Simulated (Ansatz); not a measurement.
**CdTe: one change and its effect**

System: CdTe (4 atoms in the cell).
Method of run A: DFT PBE, scalar-relativistic, plane waves, PAW, no spin polarisation (Ansatz 0.2.0).

The structure was made by a generator, so it may or may not be a known phase. Text and figures count atoms from 1; the logs count them from 0 in places.

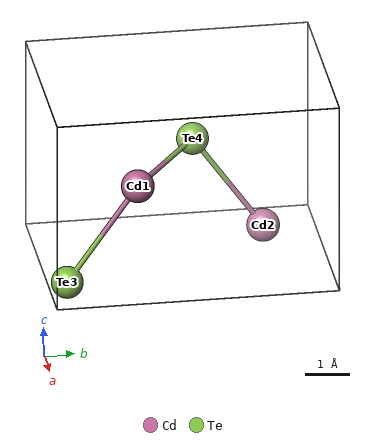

**Figure 1.** The input geometry (ball-and-stick view of the cell of the calculation, seen at an oblique angle; atoms are numbered from 1 in the order of the input).

The input, run A:
```yaml
crystal:
  lattice:
    - [4.65505113, -0.0540420018, 0.5019248557]
    - [-0.0915630346, 6.4321921779, 1.5416391686]
    - [-0.500395484, -1.0912811702, 4.5233814276]
  atoms:
    - { symbol: Cd, position: [0.8749589893, 0.2995741209, 0.5872097278] }
    - { symbol: Cd, position: [0.3750376681, 0.7995813247, 1.0873382966] }
    - { symbol: Te, position: [0.8750524833, 0.0495224723, 0.0871919367] }
    - { symbol: Te, position: [0.3749508593, 0.5495122419, 0.5873551188] }
basis:
  ecutwfc: 420
kpoints:
  mp_grid: { grid: [8, 6, 8] }
  band_path:
    path:
      - [[0.0, 0.0, 0.0], [0.5, -1.19e-06, 1.4e-07], [0.5, -3.25e-06, 0.50000014], [0.0, -2.07e-06, 0.5], [0.0, 0.0, 0.0], [0.0, -0.5, 0.0], [0.5, -0.50000119, 1.4e-07], [0.5, -0.50000325, 0.50000014], [0.0, -0.50000207, 0.5], [0.0, -0.5, 0.0]]
      - [[0.5, -1.19e-06, 1.4e-07], [0.5, -0.50000119, 1.4e-07]]
      - [[0.0, -2.07e-06, 0.5], [0.0, -0.50000207, 0.5]]
      - [[0.5, -3.25e-06, 0.50000014], [0.5, -0.50000325, 0.50000014]]
    npoints: 14
hamiltonian:
  xc: pbe
scf:
  occupations: { method: gaussian, width: 0.02 }
  n_extra_bands: 10
output:
  forces: true
  stress: true
  eigenvalues: true
  populations: true
  dos: { projected: true, de: 0.02, nscf_kmesh: { grid: [12, 9, 12] } }
  bader: true
  write_density: true
  write_potential: true
  elf: true
  volumetric_format: npy
```

Launched with:
```bash
ansatz run input.yaml --threads 1 --pin off --max-ram 2560MiB --backend cpu --events-out ev --progress --plain --runs-dir out
```

Hardware: 1 thread of Arm Neoverse V2, 24 GiB of memory available, shared host.

Output, shortened to warnings, some set-up lines, iterations and results (run A):
```
Warning: the atoms were moved onto the symmetric positions of the space group found under crystal.symmetry.tolerance 1.0e-5 (fractional; no operation is sought that the atoms, as they stand in a round, miss by more than twice it, and no atom is moved by as much as it), and the run uses the moved positions. Before a round's move an operation carried an atom to 6.95e-5 Å from where it should land, …
Basis set: ecut = 420 eV, 2839 PW (Γ), exchange–correlation on 64×90×64 points (8 copies of the dense FFT grid, shifted against one another)
Symmetry: 2 space group operations
k-points: 136 of 384 (time reversal used)
Initial density: superposition of atomic densities (neutral atoms: chi_scale 0, normalization atom), corrected by the library's trained network
[...]
SCF iter   1: F=—  HF=-30470.679559 eV  |F-HF|=—  |Δ(HF+E_count)|=         —  Δρ=1.37e-3  dr2=6.83e-3  ethr=1.77e-3  ⟨swp⟩=7.8  Hψ=26584  notcnv=0  defer=12
SCF iter   2: F=—  HF=-30470.678697 eV  |F-HF|=—  |Δ(HF+E_count)|=   8.62e-4  Δρ=8.21e-4  dr2=2.30e-3  ethr=9.48e-6  ⟨swp⟩=2.3  Hψ=10732  notcnv=0  defer=472
SCF iter   3: F=—  HF=-30470.678553 eV  |F-HF|=—  |Δ(HF+E_count)|=   1.44e-4  Δρ=4.16e-4  dr2=1.97e-4  ethr=3.20e-6  ⟨swp⟩=2.0  Hψ=9120  notcnv=0  defer=472
SCF iter   4: F=—  HF=-30470.678523 eV  |F-HF|=—  |Δ(HF+E_count)|=   3.05e-5  Δρ=1.21e-4  dr2=3.61e-5  ethr=2.74e-7  ⟨swp⟩=2.0  Hψ=9985  notcnv=0  defer=472
SCF iter   5: F=—  HF=-30470.678512 eV  |F-HF|=—  |Δ(HF+E_count)|=   1.06e-5  Δρ=5.48e-5  dr2=8.47e-6  ethr=5.02e-8  ⟨swp⟩=2.0  Hψ=8260  notcnv=0  defer=472
SCF iter   6: F=—  HF=-30470.678520 eV  |F-HF|=—  |Δ(HF+E_count)|=   7.60e-6  Δρ=1.41e-5  dr2=4.39e-7  ethr=1.18e-8  ⟨swp⟩=2.0  Hψ=8232  notcnv=0  defer=472
SCF iter   7: F=-30470.678521 eV  HF=-30470.678521 eV  |F-HF|=1.39e-8  |Δ(HF+E_count)|=   1.07e-6  Δρ=6.78e-6  dr2=8.97e-8  ethr=1.39e-10  ⟨swp⟩=15.3  Hψ=45794  notcnv=0
SCF 1 converged in 7 iterations: F = -30470.678521 eV  dr2 = 8.97e-8
NSCF: frozen V_eff on 172 k-points
NSCF: frozen V_eff on 370 k-points
SCF converged after 7 iterations
Free energy (F): -30470.678521 eV
Harris-Foulkes:  -30470.678521 eV  (|F-HF|=1.39e-8)
Internal energy: -30470.678521 eV  (E = F + TS)
E sigma→0 (E₀):  -30470.678521 eV
Fermi energy:    6.893733 eV
--- Per-component energies (eV) ---
  E_band       = -1630.361649
  E_kinetic    = 1369.098281
  E_local      = -11111.582173  (includes V_loc(G=0)·N_el)
  E_nonlocal   = -553.495202
  E_hartree    = 5578.680882
  E_xc         = -600.918792
  E_vxc        = -649.973085  (∫ρ·V_xc dr)
  E_paw        = -17492.072249  (= ΣΔE_a)
  E_vpaw       = -1841.779125  (= ΣTr[D̂ρ^β])
  E_aug_tail   = -0.000318  (compensation charges beyond the density's cutoff)
  E_ewald      = -7660.388949
  E_smearing   = -0.000000  (= −TS)
  E_closure    = 0.000000  (closes the sum)
  Σ components = -30470.678521   (vs F -30470.678521, Δ=0.00e0)
--- Forces (eV/Å), atoms counted from 1 ---
  atom   1  Cd    -0.00024776     0.00090164    -0.00026668
  atom   2  Cd     0.00022512     0.00068915     0.00064795
  atom   3  Te    -0.00076667    -0.00103369     0.00075744
  atom   4  Te     0.00078931    -0.00055708    -0.00113871
  max |Σ_I F_I| component: 2.33e-8 eV/Å
--- Stress (GPa, compression-positive) ---
       -0.016770       0.000311      -0.002461
        0.000311       0.003029      -0.000718
       -0.002461      -0.000718       0.005704
  P = ⅓ Tr σ = -0.0027 GPa (-0.027 kbar)
--- Löwdin populations: 4 sites ---
  site symbol       q [e]
     0     Cd     18.8779
     1     Cd     18.8779
     2     Te     16.9132
     3     Te     16.9132
  spilling = 0.005802 (of n_electrons = 72.000000)
--- Bader charges: 4 sites ---
  site symbol  charge [e]  shift [e]
     0     Cd      0.5261     0.0005
     1     Cd      0.5261     0.0005
     2     Te     -0.5261     0.0005
     3     Te     -0.5262     0.0005
  estimated error of the sums over rays = 2.0e-4 e
```

For run B the input was changed thus:
```diff
-  xc: pbe
+  xc: pbesol
```

Predict how the results change.

The total energies belong to different methods, so their difference says nothing on which is more stable or more accurate. The gap on the mesh goes from 0.58 to 0.48 eV. The pressure goes from 0.00 to −2.12 GPa. The functional changes from PBE to PBEsol. Along LDA, PBEsol, PBE and RPBE the binding weakens and the preferred volume grows, so the same cell is under more pressure with the later ones. The number of SCF iterations is the same.

Output, shortened to warnings, some set-up lines, iterations and results (run B):
```
Warning: the atoms were moved onto the symmetric positions of the space group found under crystal.symmetry.tolerance 1.0e-5 (fractional; no operation is sought that the atoms, as they stand in a round, miss by more than twice it, and no atom is moved by as much as it), and the run uses the moved positions. Before a round's move an operation carried an atom to 6.95e-5 Å from where it should land, …
Basis set: ecut = 420 eV, 2839 PW (Γ), exchange–correlation on 64×90×64 points (8 copies of the dense FFT grid, shifted against one another)
Symmetry: 2 space group operations
k-points: 136 of 384 (time reversal used)
Initial density: superposition of atomic densities (neutral atoms: chi_scale 0, normalization atom), corrected by the library's trained network
[...]
SCF iter   1: F=—  HF=-30172.637062 eV  |F-HF|=—  |Δ(HF+E_count)|=         —  Δρ=3.71e-3  dr2=2.65e-2  ethr=1.77e-3  ⟨swp⟩=7.8  Hψ=26486  notcnv=0  defer=11
SCF iter   2: F=—  HF=-30172.629778 eV  |F-HF|=—  |Δ(HF+E_count)|=   7.28e-3  Δρ=1.53e-3  dr2=6.31e-3  ethr=3.68e-5  ⟨swp⟩=2.6  Hψ=10850  notcnv=0  defer=470
SCF iter   3: F=—  HF=-30172.628929 eV  |F-HF|=—  |Δ(HF+E_count)|=   8.48e-4  Δρ=3.78e-4  dr2=3.59e-4  ethr=8.77e-6  ⟨swp⟩=2.0  Hψ=9124  notcnv=0  defer=470
SCF iter   4: F=—  HF=-30172.629121 eV  |F-HF|=—  |Δ(HF+E_count)|=   1.92e-4  Δρ=1.88e-4  dr2=8.64e-5  ethr=4.99e-7  ⟨swp⟩=2.5  Hψ=9942  notcnv=0  defer=470
SCF iter   5: F=—  HF=-30172.629204 eV  |F-HF|=—  |Δ(HF+E_count)|=   8.25e-5  Δρ=6.37e-5  dr2=1.12e-5  ethr=1.20e-7  ⟨swp⟩=2.0  Hψ=8234  notcnv=0  defer=470
SCF iter   6: F=—  HF=-30172.629225 eV  |F-HF|=—  |Δ(HF+E_count)|=   2.13e-5  Δρ=1.82e-5  dr2=5.07e-7  ethr=1.55e-8  ⟨swp⟩=2.0  Hψ=8234  notcnv=0  defer=470
SCF iter   7: F=-30172.629226 eV  HF=-30172.629226 eV  |F-HF|=2.10e-8  |Δ(HF+E_count)|=   1.22e-6  Δρ=3.90e-6  dr2=2.42e-8  ethr=1.39e-10  ⟨swp⟩=15.2  Hψ=46280  notcnv=0
SCF 1 converged in 7 iterations: F = -30172.629226 eV  dr2 = 2.42e-8
NSCF: frozen V_eff on 172 k-points
NSCF: frozen V_eff on 370 k-points
SCF converged after 7 iterations
Free energy (F): -30172.629226 eV
Harris-Foulkes:  -30172.629226 eV  (|F-HF|=2.10e-8)
Internal energy: -30172.629226 eV  (E = F + TS)
E sigma→0 (E₀):  -30172.629226 eV
Fermi energy:    6.702657 eV
--- Per-component energies (eV) ---
  E_band       = -1637.601907
  E_kinetic    = 1369.172662
  E_local      = -11118.400478  (includes V_loc(G=0)·N_el)
  E_nonlocal   = -542.322882
  E_hartree    = 5571.756483
  E_xc         = -595.703821
  E_vxc        = -647.858775  (∫ρ·V_xc dr)
  E_paw        = -17198.175470  (= ΣΔE_a)
  E_vpaw       = -1841.715831  (= ΣTr[D̂ρ^β])
  E_aug_tail   = -0.000321  (compensation charges beyond the density's cutoff)
  E_ewald      = -7660.388949
  E_core_change = 1.433550  (= ΣΔE_core)
  E_smearing   = -0.000000  (= −TS)
  E_closure    = -0.000000  (closes the sum)
  Σ components = -30172.629226   (vs F -30172.629226, Δ=0.00e0)
--- Forces (eV/Å), atoms counted from 1 ---
  atom   1  Cd    -0.00019800     0.00062170    -0.00023737
  atom   2  Cd     0.00018272     0.00045168     0.00049463
  atom   3  Te    -0.00078269    -0.00077907     0.00083651
  atom   4  Te     0.00079797    -0.00029395    -0.00109369
  max |Σ_I F_I| component: 3.60e-7 eV/Å
--- Stress (GPa, compression-positive) ---
       -2.137893       0.000286      -0.002397
        0.000286      -2.117486      -0.000421
       -0.002397      -0.000421      -2.115979
  P = ⅓ Tr σ = -2.1238 GPa (-21.238 kbar)
--- Löwdin populations: 4 sites ---
  site symbol       q [e]
     0     Cd     18.8862
     1     Cd     18.8862
     2     Te     16.9000
     3     Te     16.9000
  spilling = 0.005939 (of n_electrons = 72.000000)
--- Bader charges: 4 sites ---
  site symbol  charge [e]  shift [e]
     0     Cd      0.4955     0.0004
     1     Cd      0.4956     0.0004
     2     Te     -0.4955     0.0004
     3     Te     -0.4956     0.0004
  estimated error of the sums over rays = 2.2e-4 e
```

The two runs side by side:

| quantity | run A | run B |
| --- | --- | --- |
| outcome | converged | converged |
| free energy per atom (eV) | −7617.6696 | −7543.1573 |
| gap on the mesh (eV) | 0.58 | 0.48 |
| pressure (GPa) | 0.00 | −2.12 |
| largest force (eV/Å) | 0.001 | 0.001 |
| SCF iterations | 7 | 7 |
| irreducible k-points | 136 | 136 |
| plane waves at Γ | 2839 | 2839 |
| wall time (shared host) | 5.2 min | 5.2 min |

For both runs: Warnings: the structure was made exactly symmetric. Spin-orbit coupling is left out, which matters for Te.
